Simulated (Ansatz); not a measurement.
## Single-point calculation, with input and output: MoS2 (part 1 of 2)

MoS2 (Fm-3m, 3 atoms in the cell), computed with independent-particle optics of PBE with spin-orbit coupling bands, plane waves, PAW (Ansatz 0.2.0).

The structure was built on a prototype by a generator. The geometry comes from this level: r2SCAN.

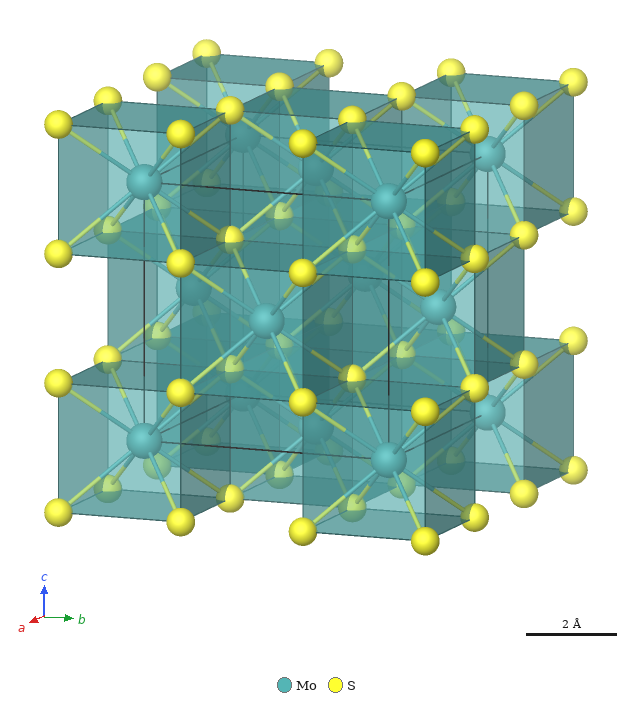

Figure 1. The input geometry (polyhedral view of the cell 4 times as large as that of the calculation, set on its symmetry axes, seen slightly off an axis; polyhedra are completed across the faces of the cell). An atom can appear more than once, as a periodic image.

Input file
```yaml
crystal:
  lattice:
    - [0.0, 2.9323968553, 2.9323968553]
    - [2.9323968553, 0.0, 2.9323968553]
    - [2.9323968553, 2.9323968553, 0.0]
  atoms:
    - { symbol: Mo, position: [0.0, 0.0, 0.0] }
    - { symbol: S, position: [0.25, 0.25, 0.25] }
    - { symbol: S, position: [0.75, 0.75, 0.75] }
kpoints:
  mp_grid: { grid: [4, 4, 4] }
hamiltonian:
  xc: pbe
scf:
  occupations: { method: fermi_dirac, width: 0.02 }
  n_extra_bands: 28
magnetization:
  noncollinear: true
  spin_orbit: true
output:
  optics: { e_range: [0, 12], de: 0.05, sigma: 0.1, bands: scf }
  write_density: true
  write_potential: true
  elf: true
  volumetric_format: npy
```

Run on 4 threads of Arm Neoverse V2, 24 GiB of memory available, shared host.

Command:
```bash
ansatz run input.yaml --threads 4 --pin off --max-ram 3686MiB --backend cpu --events-out ev --progress --plain --runs-dir out
```

The program's output
```
scf.n_extra_bands = 28 over 26 filled bands (N_el = 26.0): the run solves 54 bands
Engine: ansatz 0.2.0, aarch64-unknown-linux-gnu
Pseudopotentials: kind: paw_fr
Pseudopotential: Mo, paw_fr, valence charge 14, recommended cutoff 420 eV (normal), Mo.paw.azcp#standard-fr
Pseudopotential: S, paw_fr, valence charge 6, recommended cutoff 420 eV (normal), S.paw.azcp#standard-fr
Functional definition: PBE
  parameter kappa = 0.804
  parameter beta = 0.06672455060314922
  exchange = pbe_x(kappa = kappa, mu = beta*pi^2/3)
  correlation = pbe_c(beta = beta)
non-collinear run that drives no moment, with spin-orbit: no starting moment large enough to seed its density (crystal.atoms[].spin), no starting occupations that ask for one, no magnetisation constraint and no magnetic field, so the semilocal B_xc is pinned to zero
Crystal: 3 atoms, lattice volume = 50.431 Å³
Basis set: ecut = 420 eV, 965 PW (Γ)
Bands: 54, of which v1, the nominal top of the filled ones, is band 26 counted from 1 (25 counted from 0)
Symmetry: 48 space group operations + 48 with time reversal
Magnetic group: BNS 225.117 (UNI 1619), of the structure as read, at distance tolerance 3.7e-5 Å
k-points: 8 of 64
Projection manifold: j_resolved (fully-relativistic pseudo-atomic orbitals)
Non-local potential: Mo, projectors of the file, l = 0: 3, l = 1: 4, l = 2: 4, l = 3: 2
Non-local potential: S, projectors of the file, l = 0: 2, l = 1: 4, l = 2: 4
PAW form: soft (Blöchl's): semilocal exchange-correlation on the pseudo side does not see the compensation charge
PAW one-centre angular grid: Mo, 590 points (default); XC on 64 Gauss nodes
PAW one-centre angular grid: S, 110 points (default); XC on 64 Gauss nodes
Initial density: superposition of atomic densities (chi_scale 0.1, normalization cell, long waves kept (reshape's long-wave potential 0.00 eV rms))
Initial wavefunctions: pseudopotential atomic-orbital guess
Functional: x = pbe(κ = 0.804, μ = 0.2195149727645171), c = pbe(β = 0.06672455060314922)
SCF iter   1: F=—  HF=-6762.300487 eV  |F-HF|=—  |Δ(HF+E_count)|=         —  Δρ=6.85e-2  dr2=3.49e0  dr2_m=0.00e0 (ungated)  ethr=3.10e-3  |M|=0.00e0 ∫|m|=0.00e0 μB  |m|>n=0.0e0 m-floor=0.0e0 τ_xc=0.0e0  β_m=0.30  ⟨swp⟩=5.6  Hψ=987  notcnv=0  defer=94
preconditioner: auto → Kerker (q_TF=auto, 2.443 Å⁻¹)  [metal: Δε(μ)=0.022 eV  Ē_g=14.207 eV  σ=0.020 eV  W_gap=0.26  n_scr=14 (ndim 8)  ℏωp=22.2 eV  f_vac=0.000  D(μ)=18.24/eV (n_scr^D=458)]
spin=Noncollinear: Kerker preconditioning applied to the charge; magnetization (m_x, m_y, m_z) channels mix plain (no charge-response kernel on spin).
SCF iter   2: F=—  HF=-6761.852269 eV  |F-HF|=—  |Δ(HF+E_count)|=   4.48e-1  Δρ=3.16e-2  dr2=3.32e-1  dr2_m=0.00e0 (ungated)  ethr=3.10e-3  |M|=0.00e0 ∫|m|=0.00e0 μB  |m|>n=0.0e0 m-floor=0.0e0 τ_xc=0.0e0  β_m=0.36  ⟨swp⟩=2.0  Hψ=284  notcnv=0  defer=154
SCF iter   3: F=—  HF=-6761.819012 eV  |F-HF|=—  |Δ(HF+E_count)|=   3.33e-2  Δρ=1.91e-2  dr2=1.07e-1  dr2_m=0.00e0 (ungated)  ethr=1.28e-3  |M|=0.00e0 ∫|m|=0.00e0 μB  |m|>n=0.0e0 m-floor=0.0e0 τ_xc=0.0e0  β_m=0.68  ⟨swp⟩=2.0  Hψ=165  notcnv=0  defer=158
SCF iter   4: F=—  HF=-6761.811255 eV  |F-HF|=—  |Δ(HF+E_count)|=   7.76e-3  Δρ=4.47e-3  dr2=2.21e-2  dr2_m=0.00e0 (ungated)  ethr=4.12e-4  |M|=0.00e0 ∫|m|=0.00e0 μB  |m|>n=0.0e0 m-floor=0.0e0 τ_xc=0.0e0  β_m=0.84  ⟨swp⟩=2.2  Hψ=185  notcnv=0  defer=158
SCF iter   5: F=—  HF=-6761.810229 eV  |F-HF|=—  |Δ(HF+E_count)|=   1.03e-3  Δρ=1.26e-3  dr2=1.27e-3  dr2_m=0.00e0 (ungated)  ethr=8.52e-5  |M|=0.00e0 ∫|m|=0.00e0 μB  |m|>n=0.0e0 m-floor=0.0e0 τ_xc=0.0e0  β_m=0.92  ⟨swp⟩=2.1  Hψ=264  notcnv=0  defer=158
SCF iter   6: F=—  HF=-6761.811324 eV  |F-HF|=—  |Δ(HF+E_count)|=   1.09e-3  Δρ=5.10e-4  dr2=1.93e-4  dr2_m=0.00e0 (ungated)  ethr=4.87e-6  |M|=0.00e0 ∫|m|=0.00e0 μB  |m|>n=0.0e0 m-floor=0.0e0 τ_xc=0.0e0  β_m=0.96  ⟨swp⟩=2.2  Hψ=223  notcnv=0  defer=158
SCF iter   7: F=—  HF=-6761.811385 eV  |F-HF|=—  |Δ(HF+E_count)|=   6.11e-5  Δρ=2.48e-4  dr2=5.22e-5  dr2_m=0.00e0 (ungated)  ethr=7.43e-7  |M|=0.00e0 ∫|m|=0.00e0 μB  |m|>n=0.0e0 m-floor=0.0e0 τ_xc=0.0e0  β_m=0.98  ⟨swp⟩=2.1  Hψ=187  notcnv=0  defer=158
SCF iter   8: F=—  HF=-6761.811382 eV  |F-HF|=—  |Δ(HF+E_count)|=   2.97e-6  Δρ=5.84e-5  dr2=2.92e-6  dr2_m=0.00e0 (ungated)  ethr=2.01e-7  |M|=0.00e0 ∫|m|=0.00e0 μB  |m|>n=0.0e0 m-floor=0.0e0 τ_xc=0.0e0  β_m=0.99  ⟨swp⟩=1.9  Hψ=162  notcnv=0  defer=158
SCF iter   9: F=—  HF=-6761.811386 eV  |F-HF|=—  |Δ(HF+E_count)|=   3.89e-6  Δρ=5.39e-6  dr2=1.84e-8  dr2_m=0.00e0 (ungated)  ethr=1.12e-8  |M|=0.00e0 ∫|m|=0.00e0 μB  |m|>n=0.0e0 m-floor=0.0e0 τ_xc=0.0e0  β_m=0.99  ⟨swp⟩=1.9  Hψ=196  notcnv=0  defer=158
SCF iter  10: F=—  HF=-6761.811386 eV  |F-HF|=—  |Δ(HF+E_count)|=   4.24e-9  Δρ=5.59e-7  dr2=9.19e-11  dr2_m=0.00e0 (ungated)  ethr=7.07e-11  |M|=0.00e0 ∫|m|=0.00e0 μB  |m|>n=0.0e0 m-floor=0.0e0 τ_xc=0.0e0  β_m=1.00  ⟨swp⟩=2.4  Hψ=220  notcnv=0  defer=158
SCF iter  11: F=-6761.811386 eV  HF=-6761.811386 eV  |F-HF|=1.09e-11  |Δ(HF+E_count)|=  4.49e-10  Δρ=1.00e-7  dr2=4.69e-12  dr2_m=0.00e0 (ungated)  ethr=1.00e-12  |M|=0.00e0 ∫|m|=0.00e0 μB  |m|>n=0.0e0 m-floor=0.0e0 τ_xc=0.0e0  ⟨swp⟩=11.4  Hψ=1110  notcnv=0
SCF 1 converged in 11 iterations: F = -6761.811386 eV  dr2 = 4.69e-12
  greatest PAW one-centre occupation: 0.998 electrons in one spin orbital (limit 2), on the Mo atom at site 0 (counted from 0), in its partial waves of l = 0
```

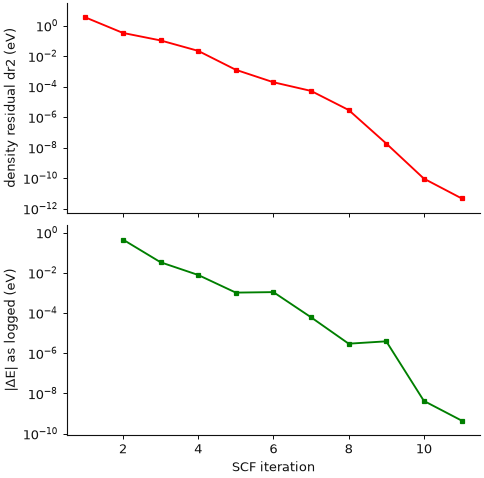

Figure 2. Convergence of the self-consistent field: density residual dr2 and size of the energy change against the SCF iteration. The residual falls at every step.

```
Optics k sum: 0 of 8 k-points
Optics k sum: 1 of 8 k-points
Optics k sum: 2 of 8 k-points
Optics k sum: 3 of 8 k-points
Optics k sum: 4 of 8 k-points
Optics k sum: 5 of 8 k-points
Optics k sum: 6 of 8 k-points
Optics k sum: 7 of 8 k-points
Optics k sum: 8 of 8 k-points
Optics k sum: 0 of 8 k-points
Optics k sum: 1 of 8 k-points
Optics k sum: 2 of 8 k-points
Optics k sum: 3 of 8 k-points
Optics k sum: 4 of 8 k-points
Optics k sum: 5 of 8 k-points
Optics k sum: 6 of 8 k-points
Optics k sum: 7 of 8 k-points
Optics k sum: 8 of 8 k-points
Optics k sum: 0 of 8 k-points
Optics k sum: 1 of 8 k-points
Optics k sum: 2 of 8 k-points
Optics k sum: 3 of 8 k-points
Optics k sum: 4 of 8 k-points
Optics k sum: 5 of 8 k-points
Optics k sum: 6 of 8 k-points
Optics k sum: 7 of 8 k-points
Optics k sum: 8 of 8 k-points
Optics k sum: 0 of 8 k-points
Optics k sum: 1 of 8 k-points
Optics k sum: 2 of 8 k-points
Optics k sum: 3 of 8 k-points
Optics k sum: 4 of 8 k-points
Optics k sum: 5 of 8 k-points
Optics k sum: 6 of 8 k-points
Optics k sum: 7 of 8 k-points
Optics k sum: 8 of 8 k-points
Optics k sum: 0 of 8 k-points
Optics k sum: 1 of 8 k-points
Optics k sum: 2 of 8 k-points
Optics k sum: 3 of 8 k-points
Optics k sum: 4 of 8 k-points
Optics k sum: 5 of 8 k-points
Optics k sum: 6 of 8 k-points
Optics k sum: 7 of 8 k-points
Optics k sum: 8 of 8 k-points
SCF converged after 11 iterations
Magnetization: |M| = 0.0000 μB,  M = (+0.0000, +0.0000, +0.0000) μB
Absolute magnetization: 0.0000 μB (∫|m|)
  site 0: m = (+0.0000, +0.0000, +0.0000) μB, |m| = 0.0000 μB  (R = 1.05 Å)
  site 1: m = (+0.0000, +0.0000, +0.0000) μB, |m| = 0.0000 μB  (R = 1.05 Å)
  site 2: m = (+0.0000, +0.0000, +0.0000) μB, |m| = 0.0000 μB  (R = 1.05 Å)
Free energy (F): -6761.811386 eV
Harris-Foulkes:  -6761.811386 eV  (|F-HF|=1.09e-11)
Internal energy: -6761.798936 eV  (E = F + TS)
E sigma→0 (E₀):  -6761.805161 eV
Entropy (-TS):   -0.012450 eV (-4.150 meV/atom)
Fermi energy:    12.121355 eV
--- Per-component energies (eV) ---
  E_band       = -119.518267
  E_kinetic    = 655.620058
  E_local      = -1385.838453  (includes V_loc(G=0)·N_el)
  E_nonlocal   = 200.487687
  E_hartree    = 483.983245
  E_xc         = -377.607653
  E_vxc        = -403.943220  (∫ρ·V_xc dr)
  E_paw        = -4402.888771  (= ΣΔE_a)
  E_vpaw       = -153.810910  (= ΣTr[D̂ρ^β])
  E_aug_tail   = 0.000055  (compensation charges beyond the density's cutoff)
  E_ewald      = -1935.555105
  E_smearing   = -0.012450  (= −TS)
  E_closure    = 0.000000  (closes the sum)
  Σ components = -6761.811386   (vs F -6761.811386, Δ=0.00e0)
--- Band table (eV; the first three rows and the last of 8) ---
  k-point 0: bands = ["-48.9390", "-48.9390", "-24.7510", "-24.7510", "-22.2597", "-22.2597", "-22.2597", "-22.2597", "-3.3962", "-3.3962", "1.1559", "1.1559", "5.9343", "5.9343", "5.9578", "5.9578", "5.9578", "5.9578", "11.0848", "11.0848", "11.0848", "11.0848", "11.3498", "11.3498", "11.5065", "11.5065", "11.5065", "11.5065", "16.2306", "16.2306", "16.2306", "16.2306", "16.3351", "16.3351", "16.9164", "16.9164", "17.1850", "17.1850", "17.1850", "17.1850", "18.4361", "18.4361", "21.8308", "21.8308", "21.8308", "21.8308", "24.6674", "24.6674", "29.5112", "29.5112", "29.5112", "29.5112", "29.5279", "29.5279"]
  k-point 1: bands = ["-48.9382", "-48.9382", "-24.7577", "-24.7577", "-22.2760", "-22.2760", "-22.2630", "-22.2630", "-2.7977", "-2.7977", "0.1159", "0.1159", "6.3611", "6.3611", "6.3729", "6.3729", "7.5630", "7.5630", "9.5390", "9.5390", "9.6081", "9.6081", "9.7865", "9.7865", "12.2449", "12.2449", "12.3524", "12.3524", "13.8513", "13.8513", "15.5378", "15.5378", "15.6397", "15.6397", "19.0034", "19.0034", "19.1319", "19.1319", "19.1732", "19.1732", "20.4919", "20.4919", "22.3234", "22.3234", "22.3269", "22.3269", "25.8067", "25.8067", "26.9822", "26.9822", "27.0296", "27.0296", "27.7155", "27.7155"]
```
